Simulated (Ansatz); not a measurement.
Run report: TiO₂, geometry relaxation (part 2 of 2)

The same run, continued: TiO₂ (P4₂/mnm, 6 atoms in the cell); DFT PBE, scalar-relativistic, plane waves, PAW, no spin polarisation (Ansatz 0.2.0); cutoff 420 eV, 6×6×10 k-mesh, Gaussian smearing of 0.02 eV. The structure derives from an entry of the Crystallography Open Database.

Geometry of the input (Å; fractional positions):
```
4.5922  0.0000  0.0000
0.0000  4.5922  0.0000
0.0000  0.0000  2.9574
Ti 0.0000  0.0000  0.0000
Ti 0.5000  0.5000  0.5000
O  0.3050  0.3050  0.0000
O  0.1950  0.8050  0.5000
O  0.6950  0.6950  0.0000
O  0.8050  0.1950  0.5000
```

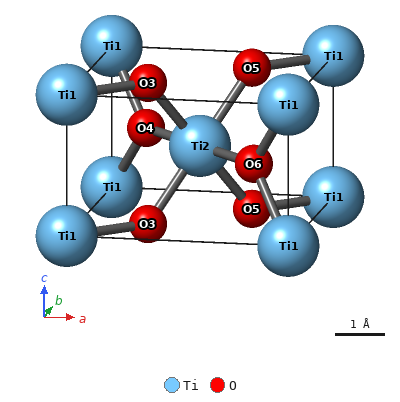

**Figure 1.** The geometry at step 3 of the log (ball-and-stick view of the cell of the calculation, seen slightly off an axis; atoms are numbered from 1 in the order of the input).

## The program's output, continued
```
relax step   5: F+E_penalty+E_count = -7277.29726877 eV  Δ(F+E_penalty+E_count) = -3.040e-5 eV  max|allowed force component| = 3.264e-5 eV/Å  Δτ_max = 0.0011 Å  P = +0.000 GPa  Ω = 63.831 Å³  energy of the carried Pulay correction = -6.680e-3 eV  (5 SCF iters, dr2 threshold 9.61e-8 eV, accepted)
Initial wavefunctions: pseudopotential atomic-orbital guess (no wavefunctions were taken with the density)
iter 1 solved again at ethr=1.98e-8 eV; its pass at ethr=3.10e-3 eV (dr2=9.51e-6 eV) is discarded
SCF iter   1: F=—  HF=-7277.305092 eV  |F-HF|=—  |Δ(HF+E_count)|=         —  Δρ=2.75e-4  dr2=6.36e-6  ethr=1.98e-8  ⟨swp⟩=3.0  Hψ=12016  notcnv=0
preconditioner: auto → Resta (q_TF=auto, 2.602 Å⁻¹)  ε∞=9.0  [insulator: Δε(μ)=1.860 eV  Ē_g=9.310 eV  σ=0.020 eV  W_gap=1.00  n_scr=18 (ndim 8)  ℏωp=26.3 eV  f_vac=0.024  D(μ)=0.00/eV (n_scr^D=0)  ε∞_Penn≈9.0]
SCF iter   2: F=—  HF=-7277.305204 eV  |F-HF|=—  |Δ(HF+E_count)|=   1.12e-4  Δρ=1.40e-4  dr2=3.16e-6  ethr=1.32e-8  ⟨swp⟩=2.0  Hψ=2760  notcnv=0
SCF iter   3: F=—  HF=-7277.305227 eV  |F-HF|=—  |Δ(HF+E_count)|=   2.26e-5  Δρ=7.14e-5  dr2=5.76e-7  ethr=6.58e-9  ⟨swp⟩=2.0  Hψ=2332  notcnv=0
SCF iter   4: F=—  HF=-7277.305234 eV  |F-HF|=—  |Δ(HF+E_count)|=   6.95e-6  Δρ=8.39e-6  dr2=1.41e-8  ethr=1.20e-9  ⟨swp⟩=2.0  Hψ=2760  notcnv=0
SCF iter   5: F=—  HF=-7277.305234 eV  |F-HF|=—  |Δ(HF+E_count)|=   3.46e-8  Δρ=1.07e-6  dr2=5.30e-10  ethr=2.93e-11  ⟨swp⟩=2.3  Hψ=3003  notcnv=0
SCF iter   6: F=-7277.305234 eV  HF=-7277.305234 eV  |F-HF|=2.09e-11  |Δ(HF+E_count)|=   1.05e-9  Δρ=2.03e-7  dr2=2.06e-11  ethr=1.00e-12  ⟨swp⟩=6.0  Hψ=7889  notcnv=0
SCF 6 converged in 6 iterations: F = -7277.305234 eV  dr2 = 2.06e-11
relax step   6: F+E_penalty+E_count = -7277.30523359 eV  Δ(F+E_penalty+E_count) = -7.965e-3 eV  max|allowed force component| = 1.070e-4 eV/Å  Δτ_max = 0.0000 Å  P = +0.217 GPa  Ω = 63.831 Å³  stress off target by 2.57e-1 GPa  SCF on the basis re-selected at this cell (its energy is not comparable with the rows above)  (6 SCF iters)
basis re-selected at this cell: Δ(F+E_penalty+E_count) = -7.965e-3 eV, ΔP = +0.217 GPa vs the last step (what re-selecting the basis moved, of the pressure what is left beyond the Pulay correction that the steps carried, after the strain that the cell walked since its last selection, with what the two solves' SCF thresholds leave and, on support functions, any second-order correction that the steps lacked; it is no measure of the basis error at this ecutwfc). This SCF's stress stands 2.57e-1 GPa from its target on what of the cell is left free (relax.cell.stress_tol is 5.00e-2 GPa) and its largest allowed force component is 1.07e-4 eV/Å (relax.f_tol is 5.00e-3 eV/Å): not within both, so this SCF does not close the relaxation
Crystal: 6 atoms, lattice volume = 63.901 Å³
iter 1 solved again at ethr=8.14e-8 eV; its pass at ethr=3.10e-3 eV (dr2=3.91e-5 eV) is discarded
SCF iter   1: F=—  HF=-7277.304955 eV  |F-HF|=—  |Δ(HF+E_count)|=         —  Δρ=2.57e-4  dr2=3.85e-5  ethr=8.14e-8  ⟨swp⟩=2.0  Hψ=9455  notcnv=0
preconditioner: auto → Resta (q_TF=auto, 2.601 Å⁻¹)  ε∞=9.0  [insulator: Δε(μ)=1.857 eV  Ē_g=9.303 eV  σ=0.020 eV  W_gap=1.00  n_scr=18 (ndim 8)  ℏωp=26.3 eV  f_vac=0.024  D(μ)=0.00/eV (n_scr^D=0)  ε∞_Penn≈9.0]
SCF iter   2: F=—  HF=-7277.304978 eV  |F-HF|=—  |Δ(HF+E_count)|=   2.29e-5  Δρ=1.41e-4  dr2=1.19e-5  ethr=8.02e-8  ⟨swp⟩=2.0  Hψ=2760  notcnv=0
SCF iter   3: F=—  HF=-7277.304976 eV  |F-HF|=—  |Δ(HF+E_count)|=   1.70e-6  Δρ=5.49e-5  dr2=1.91e-6  ethr=2.49e-8  ⟨swp⟩=2.0  Hψ=2276  notcnv=0
SCF iter   4: F=-7277.304976 eV  HF=-7277.304976 eV  |F-HF|=4.66e-8  |Δ(HF+E_count)|=   1.09e-7  Δρ=1.43e-5  dr2=1.34e-7  ethr=3.44e-10  ⟨swp⟩=6.1  Hψ=11444  notcnv=0
SCF 7 converged in 4 iterations: F = -7277.304976 eV  dr2 = 1.34e-7
relax step   7: F+E_penalty+E_count = -7277.30497604 eV  Δ(F+E_penalty+E_count) = +2.576e-4 eV  max|allowed force component| = 9.435e-7 eV/Å  Δτ_max = 0.0003 Å  P = +0.008 GPa  Ω = 63.901 Å³  energy of the carried Pulay correction = -3.177e-4 eV  (4 SCF iters, dr2 threshold 1.65e-7 eV, accepted)
iter 1 solved again at ethr=1.01e-8 eV; its pass at ethr=3.10e-3 eV (dr2=4.87e-6 eV) is discarded
SCF iter   1: F=—  HF=-7277.305196 eV  |F-HF|=—  |Δ(HF+E_count)|=         —  Δρ=1.64e-5  dr2=1.34e-7  ethr=1.01e-8  ⟨swp⟩=3.1  Hψ=12306  notcnv=0
preconditioner: auto → Resta (q_TF=auto, 2.601 Å⁻¹)  ε∞=9.0  [insulator: Δε(μ)=1.860 eV  Ē_g=9.305 eV  σ=0.020 eV  W_gap=1.00  n_scr=18 (ndim 8)  ℏωp=26.3 eV  f_vac=0.024  D(μ)=0.00/eV (n_scr^D=0)  ε∞_Penn≈9.0]
SCF iter   2: F=—  HF=-7277.305224 eV  |F-HF|=—  |Δ(HF+E_count)|=   2.84e-5  Δρ=1.08e-5  dr2=6.38e-8  ethr=2.79e-10  ⟨swp⟩=2.0  Hψ=3075  notcnv=0
SCF iter   3: F=—  HF=-7277.305224 eV  |F-HF|=—  |Δ(HF+E_count)|=   3.98e-8  Δρ=3.83e-6  dr2=6.30e-9  ethr=1.33e-10  ⟨swp⟩=2.1  Hψ=2518  notcnv=0
SCF iter   4: F=—  HF=-7277.305224 eV  |F-HF|=—  |Δ(HF+E_count)|=   1.65e-9  Δρ=2.37e-6  dr2=3.09e-9  ethr=1.31e-11  ⟨swp⟩=2.0  Hψ=2760  notcnv=0
SCF iter   5: F=—  HF=-7277.305224 eV  |F-HF|=—  |Δ(HF+E_count)|=  4.27e-11  Δρ=9.33e-7  dr2=3.05e-10  ethr=6.43e-12  ⟨swp⟩=2.0  Hψ=2194  notcnv=0
SCF iter   6: F=-7277.305224 eV  HF=-7277.305224 eV  |F-HF|=1.82e-11  |Δ(HF+E_count)|=  3.52e-10  Δρ=2.12e-7  dr2=3.76e-11  ethr=1.00e-12  ⟨swp⟩=4.4  Hψ=8353  notcnv=0
SCF 8 converged in 6 iterations: F = -7277.305224 eV  dr2 = 3.76e-11
relax step   8: F+E_penalty+E_count = -7277.30522420 eV  Δ(F+E_penalty+E_count) = -2.482e-4 eV  max|allowed force component| = 1.222e-5 eV/Å  Δτ_max = 0.0000 Å  P = +0.012 GPa  Ω = 63.901 Å³  stress off target by 1.63e-2 GPa  SCF on the basis re-selected at this cell (its energy is not comparable with the rows above)  (6 SCF iters)
basis re-selected at this cell: Δ(F+E_penalty+E_count) = -2.482e-4 eV, ΔP = +0.004 GPa vs the last step (what re-selecting the basis moved, of the pressure what is left beyond the Pulay correction that the steps carried, after the strain that the cell walked since its last selection, with what the two solves' SCF thresholds leave and, on support functions, any second-order correction that the steps lacked; it is no measure of the basis error at this ecutwfc). This SCF's stress stands 1.63e-2 GPa from its target on what of the cell is left free (relax.cell.stress_tol is 5.00e-2 GPa) and its largest allowed force component is 1.22e-5 eV/Å (relax.f_tol is 5.00e-3 eV/Å): within both
SCF converged after 6 iterations
Free energy (F): -7277.305224 eV
Harris-Foulkes:  -7277.305224 eV  (|F-HF|=1.82e-11)
Internal energy: -7277.305224 eV  (E = F + TS)
E sigma→0 (E₀):  -7277.305224 eV
Fermi energy:    9.691320 eV
--- Per-component energies (eV) ---
  E_band       = -406.862608
  E_kinetic    = 1244.039186
  E_local      = -3130.402337  (includes V_loc(G=0)·N_el)
  E_nonlocal   = 196.261135
  E_hartree    = 1190.691047
  E_xc         = -492.100649
  E_vxc        = -623.173122  (∫ρ·V_xc dr)
  E_paw        = -2721.453503  (= ΣΔE_a)
  E_vpaw       = -474.980046  (= ΣTr[D̂ρ^β])
  E_aug_tail   = 0.010243  (compensation charges beyond the density's cutoff)
  E_ewald      = -3564.350346
  E_smearing   = -0.000000  (= −TS)
  E_closure    = -0.000000  (closes the sum)
  Σ components = -7277.305224   (vs F -7277.305224, Δ=0.00e0)
--- Forces (eV/Å), atoms counted from 1 ---
  atom   1  Ti     0.00000000     0.00000000     0.00000000
  atom   2  Ti     0.00000000     0.00000000     0.00000000
  atom   3  O     -0.00001222    -0.00001222     0.00000000
  atom   4  O      0.00001222    -0.00001222     0.00000000
  atom   5  O      0.00001222     0.00001222     0.00000000
  atom   6  O     -0.00001222     0.00001222     0.00000000
  max |Σ_I F_I| component: 4.28e-18 eV/Å
--- Stress (GPa, compression-positive) ---
        0.016298       0.000000       0.000000
        0.000000       0.016298       0.000000
        0.000000       0.000000       0.002793
  P = ⅓ Tr σ = 0.0118 GPa (0.118 kbar)
--- Band table (eV; the first three rows and the last of 60) ---
  k-point 0: bands = ["-48.1376", "-48.1228", "-24.4353", "-24.4353", "-24.2841", "-24.2841", "-24.2427", "-24.2123", "-9.3140", "-8.1842", "-7.4965", "-7.4965", "3.1223", "3.5575", "4.0269", "5.0561", "5.0561", "6.2579", "6.2579", "6.8793", "8.1004", "8.3346", "8.3346", "8.7615", "10.6211", "10.9058", "11.1741", "11.2500", "11.2500", "13.0014"]
  k-point 1: bands = ["-48.1335", "-48.1194", "-24.4246", "-24.4246", "-24.2845", "-24.2821", "-24.2821", "-24.2562", "-9.2120", "-8.1258", "-7.5436", "-7.5436", "3.2671", "3.6670", "4.1405", "4.9294", "4.9294", "6.4738", "6.4738", "6.5730", "7.6811", "8.1378", "8.1378", "8.7243", "10.8696", "11.0032", "11.1018", "11.3745", "11.3745", "13.1549"]
  k-point 2: bands = ["-48.1227", "-48.1107", "-24.3959", "-24.3959", "-24.3926", "-24.3697", "-24.2774", "-24.2774", "-8.9334", "-7.9819", "-7.6666", "-7.6666", "3.6618", "3.9561", "4.4756", "4.7775", "4.7775", "5.8891", "6.8132", "6.8591", "6.8591", "7.6348", "7.6348", "8.5436", "10.9799", "11.1900", "11.3361", "11.6765", "11.6765", "12.9294"]
  k-point 59: bands = ["-48.0909", "-48.0909", "-24.6608", "-24.6608", "-24.3009", "-24.3009", "-24.2871", "-24.2871", "-8.0708", "-8.0708", "-7.7861", "-7.7861", "4.2020", "4.2020", "4.3036", "4.3036", "5.3278", "5.3278", "6.0563", "6.0563", "7.5536", "7.5536", "8.0954", "8.0954", "11.3174", "11.3174", "11.9312", "11.9312", "11.9666", "11.9666"]
--- Relaxed structure (6 steps of the walk, 6 accepted, 2 SCFs on fresh bases) ---
  F+E_penalty+E_count = -7277.30522420 eV   max|allowed force component| = 1.222e-5 eV/Å   (the final SCF, on the basis selected at the relaxed cell)
  cell:  # Å, volume = 63.9013 Å³
    - [4.643275003376627, -3.066526760924069e-34, 0.0]
    - [-3.066526760924069e-34, 4.643275003376627, 0.0]
    - [0.0, 0.0, 2.963882029747869]
  atoms:
    - { symbol: Ti, position: [2.9512057741537456e-20, -1.2788558354666128e-20, 0.0] }
    - { symbol: Ti, position: [0.49999999999999994, 0.49999999999999994, 0.49999999999999994] }
    - { symbol: O, position: [0.3051282521775956, 0.3051282521775956, 0.0] }
    - { symbol: O, position: [0.19487174782240435, 0.8051282521775955, 0.49999999999999994] }
    - { symbol: O, position: [0.6948717478224044, 0.6948717478224044, 0.0] }
    - { symbol: O, position: [0.8051282521775955, 0.19487174782240435, 0.49999999999999994] }
```

## Trajectory as extended XYZ (Å, eV, eV/Å), 8 frames, from step=1 to step=8
```
6
Lattice="4.5922 0.0000 0.0000 0.0000 4.5922 0.0000 0.0000 0.0000 2.9574" Properties=species:S:1:pos:R:3:forces:R:3 step=1 energy=-7277.27912 pressure_GPa=5.39
Ti    0.0000    0.0000    0.0000    0.0000   0.0000   0.0000
Ti    2.2961    2.2961    1.4787    0.0000   0.0000   0.0000
O     1.4004    1.4004    0.0000   -0.0700  -0.0700   0.0000
O     0.8957    3.6965    1.4787    0.0700  -0.0700   0.0000
O     3.1918    3.1918    0.0000    0.0700   0.0700   0.0000
O     3.6965    0.8957    1.4787   -0.0700   0.0700   0.0000
6
Lattice="4.6284 0.0000 0.0000 0.0000 4.6284 0.0000 0.0000 0.0000 2.9593" Properties=species:S:1:pos:R:3:forces:R:3 step=2 energy=-7277.29700 pressure_GPa=1.41
Ti    0.0000    0.0000    0.0000    0.0000   0.0000   0.0000
Ti    2.3142    2.3142    1.4796    0.0000   0.0000   0.0000
O     1.4092    1.4092    0.0000    0.0304   0.0304   0.0000
O     0.9050    3.7234    1.4796   -0.0304   0.0304   0.0000
O     3.2192    3.2192    0.0000   -0.0304  -0.0304   0.0000
O     3.7234    0.9050    1.4796    0.0304  -0.0304   0.0000
6
Lattice="4.6369 0.0000 0.0000 0.0000 4.6369 0.0000 0.0000 0.0000 2.9676" Properties=species:S:1:pos:R:3:forces:R:3 step=3 energy=-7277.29720 pressure_GPa=-0.05
Ti    0.0000    0.0000    0.0000    0.0000   0.0000   0.0000
Ti    2.3184    2.3184    1.4838    0.0000   0.0000   0.0000
O     1.4137    1.4137    0.0000    0.0155   0.0155   0.0000
O     0.9047    3.7322    1.4838   -0.0155   0.0155   0.0000
O     3.2232    3.2232    0.0000   -0.0155  -0.0155   0.0000
O     3.7322    0.9047    1.4838    0.0155  -0.0155   0.0000
6
Lattice="4.6391 0.0000 0.0000 0.0000 4.6391 0.0000 0.0000 0.0000 2.9656" Properties=species:S:1:pos:R:3:forces:R:3 step=4 energy=-7277.29724 pressure_GPa=-0.06
Ti    0.0000    0.0000    0.0000    0.0000   0.0000   0.0000
Ti    2.3196    2.3196    1.4828    0.0000   0.0000   0.0000
O     1.4146    1.4146    0.0000    0.0138   0.0138   0.0000
O     0.9050    3.7341    1.4828   -0.0138   0.0138   0.0000
O     3.2246    3.2246    0.0000   -0.0138  -0.0138   0.0000
O     3.7341    0.9050    1.4828    0.0138  -0.0138   0.0000
6
Lattice="4.6405 0.0000 0.0000 0.0000 4.6405 0.0000 0.0000 0.0000 2.9641" Properties=species:S:1:pos:R:3:forces:R:3 step=5 energy=-7277.29727 pressure_GPa=0.00
Ti    0.0000    0.0000    0.0000    0.0000   0.0000   0.0000
Ti    2.3203    2.3203    1.4821    0.0000   0.0000   0.0000
O     1.4157    1.4157    0.0000    0.0000   0.0000   0.0000
O     0.9045    3.7360    1.4821    0.0000   0.0000   0.0000
O     3.2248    3.2248    0.0000    0.0000   0.0000   0.0000
O     3.7360    0.9045    1.4821    0.0000   0.0000   0.0000
6
Lattice="4.6405 0.0000 0.0000 0.0000 4.6405 0.0000 0.0000 0.0000 2.9641" Properties=species:S:1:pos:R:3:forces:R:3 step=6 energy=-7277.30523 pressure_GPa=0.22
Ti    0.0000    0.0000    0.0000    0.0000   0.0000   0.0000
Ti    2.3203    2.3203    1.4821    0.0000   0.0000   0.0000
O     1.4157    1.4157    0.0000   -0.0001  -0.0001   0.0000
O     0.9045    3.7360    1.4821    0.0001  -0.0001   0.0000
O     3.2248    3.2248    0.0000    0.0001   0.0001   0.0000
O     3.7360    0.9045    1.4821   -0.0001   0.0001   0.0000
6
Lattice="4.6433 0.0000 0.0000 0.0000 4.6433 0.0000 0.0000 0.0000 2.9639" Properties=species:S:1:pos:R:3:forces:R:3 step=7 energy=-7277.30498 pressure_GPa=0.01
Ti    0.0000    0.0000    0.0000    0.0000   0.0000   0.0000
Ti    2.3216    2.3216    1.4819    0.0000   0.0000   0.0000
O     1.4168    1.4168    0.0000    0.0000   0.0000   0.0000
O     0.9048    3.7384    1.4819    0.0000   0.0000   0.0000
O     3.2265    3.2265    0.0000    0.0000   0.0000   0.0000
O     3.7384    0.9048    1.4819    0.0000   0.0000   0.0000
6
Lattice="4.6433 0.0000 0.0000 0.0000 4.6433 0.0000 0.0000 0.0000 2.9639" Properties=species:S:1:pos:R:3:forces:R:3 step=8 energy=-7277.30522 pressure_GPa=0.01
Ti    0.0000    0.0000    0.0000    0.0000   0.0000   0.0000
Ti    2.3216    2.3216    1.4819    0.0000   0.0000   0.0000
O     1.4168    1.4168    0.0000    0.0000   0.0000   0.0000
O     0.9048    3.7384    1.4819    0.0000   0.0000   0.0000
O     3.2265    3.2265    0.0000    0.0000   0.0000   0.0000
O     3.7384    0.9048    1.4819    0.0000   0.0000   0.0000
```

## Summary

| quantity | value |
| --- | --- |
| outcome | converged |
| space group (tolerance 0.01 Å) | P4₂/mnm (136) |
| electrons treated | 48 |
| free energy | −7277.3052 eV |
| Fermi energy | 9.691 eV |
| gap on the k-point mesh | 1.86 eV |
| pressure | 0.01 GPa |
| final volume | 63.90 Å³ |
| largest force (length of the vector) at the end | under 0.001 eV/Å |
| final cell | a = 4.643 Å, b = 4.643 Å, c = 2.964 Å, α = 90.00°, β = 90.00°, γ = 90.00° |
| hardware | 2 threads of Intel Xeon @ 2.90GHz (Ice Lake), 192 GiB of memory available, shared host |
| wall time | 35 s (CPU time 67 s) |
| peak memory | 0.44 GiB |
